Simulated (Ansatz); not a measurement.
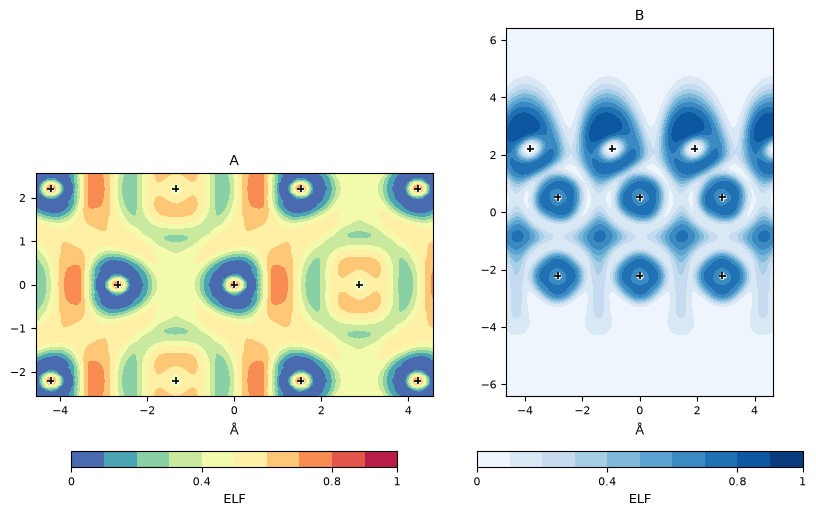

The ELF of 2 systems, each on a plane through atoms (crosses mark nuclei in the plane).

These are results of DFT PBEsol, scalar-relativistic, plane waves, PAW in Ansatz, not measurements.

System 1: Al2Ru, the (110) plane of the conventional cell. Space group I4/mmm; a structure from a database of computed crystals, not necessarily the ambient phase; computed without spin polarisation; PAW files of the earlier set (soft_1).

System 2: Ti4C (slab), the (010) plane of the calculation cell, a cut from vacuum to vacuum. A point of a scan over the structure, not its minimum; not relaxed (largest force 1.9 eV/Å); computed without spin polarisation; PAW files of the earlier set (soft_1).

Q: Which map belongs to which system?

A: Panel A is system 1, Al2Ru: the plane holds Al and Ru. Al–Ru (2.58 Å): the ELF is about 0.40 at the midpoint. Panel B is system 2, Ti4C: the plane holds Ti and C. Ti–C (1.94 Å): the ELF peaks at about 0.80 in the valence shell of C, 0.6 Å from its nucleus, and is about 0.30 at the midpoint.
